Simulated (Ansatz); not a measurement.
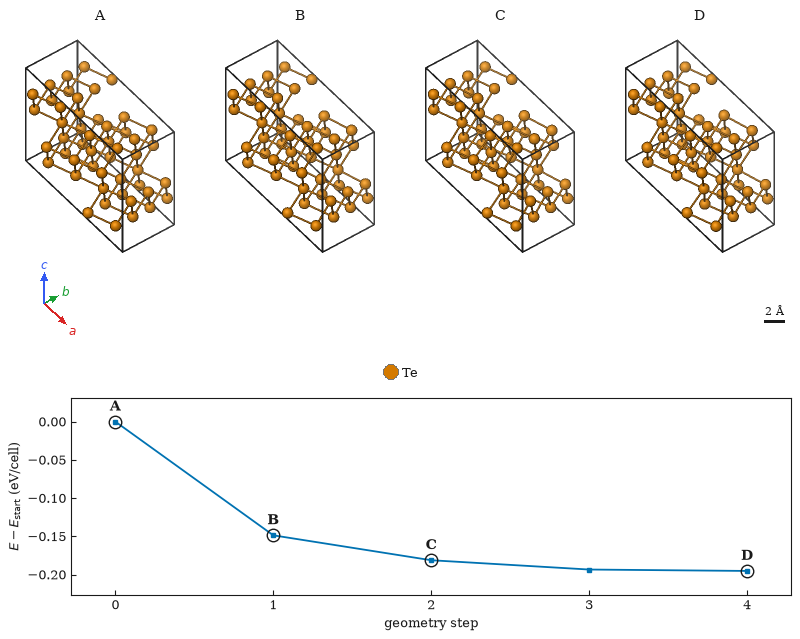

Frames of a relaxation of a defect cell of composition Te, marked on the history of the run. The picture is a ball-and-stick view of the conventional cell (2 times the calculation's cell), seen slightly off an axis. Lengths and directions refer to the drawn axes.

Case: Te vacancy, atoms relaxed.

These are results of Ansatz, DFT PBE, scalar-relativistic, plane waves, PAW, not measurements.

The input:
```yaml
crystal:
  lattice:
    - [-6.7967353584, 3.9240969887, -5.5385641135]
    - [9.0623138112, 2.6160646592, -1.8461880378]
    - [2.2655784528, -9.1562263072, -1.8461880377]
  atoms:
    - { symbol: Te, position: [0.5, 0.8333333333, 0.1666666667] }
    - { symbol: Te, position: [0.5, 0.5, 0.5] }
    - { symbol: Te, position: [0.2142857143, 0.2619047619, 0.5952380952] }
    - { symbol: Te, position: [0.9285714286, 0.0238095238, 0.6904761905] }
    - { symbol: Te, position: [0.3571428571, 0.2142857143, 0.2142857143] }
    - { symbol: Te, position: [0.0714285714, 0.9761904762, 0.3095238095] }
    - { symbol: Te, position: [0.5, 0.1666666667, 0.8333333333] }
    - { symbol: Te, position: [0.2142857143, 0.9285714286, 0.9285714286] }
    - { symbol: Te, position: [0.0714285714, 0.6428571429, 0.6428571429] }
    - { symbol: Te, position: [0.7857142857, 0.4047619048, 0.7380952381] }
    - { symbol: Te, position: [0.2142857143, 0.5952380952, 0.2619047619] }
    - { symbol: Te, position: [0.9285714286, 0.3571428571, 0.3571428571] }
    - { symbol: Te, position: [0.6428571429, 0.119047619, 0.4523809524] }
    - { symbol: Te, position: [0.3571428571, 0.5476190476, 0.880952381] }
    - { symbol: Te, position: [0.0714285714, 0.3095238095, 0.9761904762] }
    - { symbol: Te, position: [0.7857142857, 0.0714285714, 0.0714285714] }
    - { symbol: Te, position: [0.6428571429, 0.7857142857, 0.7857142857] }
    - { symbol: Te, position: [0.7857142857, 0.7380952381, 0.4047619048] }
    - { symbol: Te, position: [0.9285714286, 0.6904761905, 0.0238095238] }
    - { symbol: Te, position: [0.6428571429, 0.4523809524, 0.119047619] }
basis:
  ecutwfc: 420
kpoints:
  mp_grid: { grid: [4, 4, 4] }
hamiltonian:
  xc: pbe
scf:
  occupations: { method: gaussian, width: 0.1 }
output:
  forces: true
  stress: true
  eigenvalues: true
  write_density: true
  write_potential: true
  elf: true
  volumetric_format: npy
relax:
  adjacent_minimum: "off"
  f_tol: 0.02
  max_steps: 50
```

Run as
```bash
ansatz run input.yaml --threads 4 --pin off --max-ram 9216MiB --backend cpu --events-out ev --progress --plain --runs-dir out
```

Describe the path.

The largest moves, 0.18 Å, are those of Te7 and Te11. Te7 goes along −c. The cell stays as it was. Near-neighbour distances that change, for instance: Te11–Te12 3.202 → 3.025 Å, Te1–Te11 3.202 → 3.356 Å, Te1–Te13 3.202 → 3.058 Å, Te10–Te19 3.202 → 3.346 Å. Among the angles between lasting bonds that change: Te8–Te1–Te18 180.0° → 174.6°, Te11–Te1–Te16 180.0° → 175.9°, Te1–Te11–Te2 90.1° → 86.4°. Over 4 geometry steps the energy falls by 0.195 eV per cell of the calculation. Largest force component: 0.3 eV/Å at the start, 0.016 eV/Å at the end. From step 0 to 1: Te atoms move most (0.11 Å), energy −0.149 eV per cell of the calculation. From step 1 to 2: Te atoms move most (0.04 Å), energy −32.6 meV per cell of the calculation. From step 2 to 4: Te atoms move most (0.05 Å), energy −14.0 meV per cell of the calculation.
